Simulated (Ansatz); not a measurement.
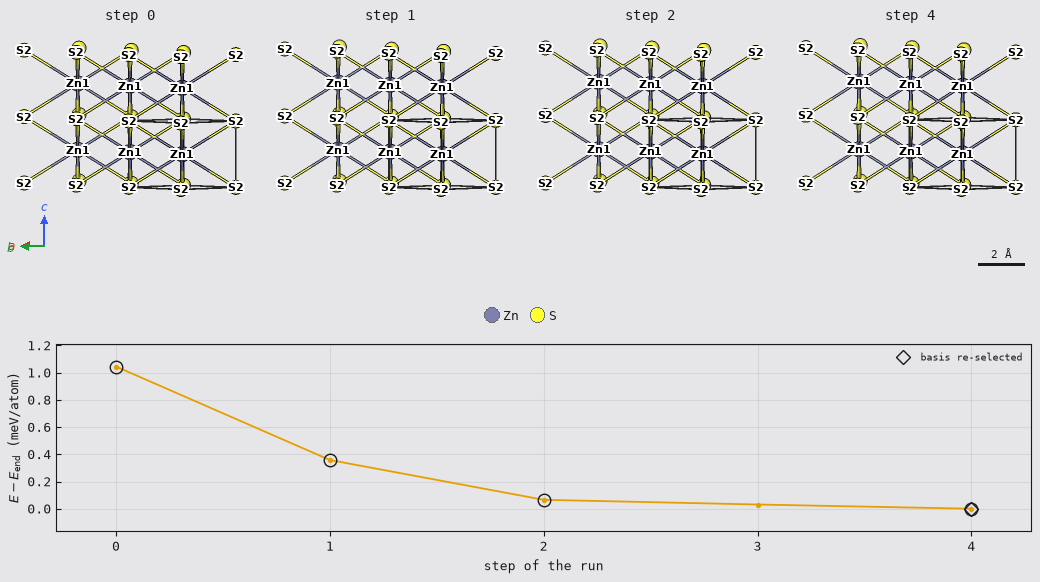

Frames of a relaxation of crystalline ZnS (a generated structure, set up in P4/mmm), marked on the history of the run. The picture is a ball-and-stick view of the cell of the calculation, repeated 3 × 1 × 2 with one cell outlined, seen from a free direction.

All numbers below come from Ansatz, DFT PBE, scalar-relativistic, plane waves, PAW.

Input
```yaml
crystal:
  lattice:
    - [3.3350733156, 0.0, 0.0]
    - [0.0, 3.3350733156, 0.0]
    - [0.0, 0.0, 2.9263735293]
  atoms:
    - { symbol: Zn, position: [0.5, 0.5, 0.5] }
    - { symbol: S, position: [0.0, 0.0, 0.0] }
basis:
  ecutwfc: 420
kpoints:
  mp_grid: { grid: [16, 16, 18] }
hamiltonian:
  xc: pbe
scf:
  occupations: { method: gaussian, width: 0.1 }
output:
  forces: true
  stress: true
  eigenvalues: true
relax:
  adjacent_minimum: "off"
  f_tol: 0.01
  max_steps: 80
  cell: { stress_tol: 0.05 }
```

Launched with:
```bash
ansatz run input.yaml --threads 1 --pin off --max-ram 2560MiB --backend cpu --events-out ev --progress --plain --runs-dir out
```

What happens along the run?

Answer. Over 3 accepted moves (4 points after the start) the energy falls by 1.0 meV per atom. All forces vanish by symmetry, so only the cell relaxes. Pressure: 0.30 GPa at the start and 0.00 GPa at the end. At 1 point the geometry stayed and the basis and grid were re-selected for the new cell (energy shift of less than 0.05 meV per atom at most each time). No atom moves by more than 0.005 Å relative to the cell. The drawn cell changes as follows: a = b 3.335 → 3.309 Å (−0.8 %), c 2.926 → 2.985 Å (+2.0 %); the volume changes by +0.4 %. The space group stays P4/mmm (No. 123). From step 0 to 1: volume +0.4 %, energy −0.7 meV per atom. From step 1 to 2: energy −0.3 meV per atom. From step 2 to 4: energy −0.1 meV per atom.
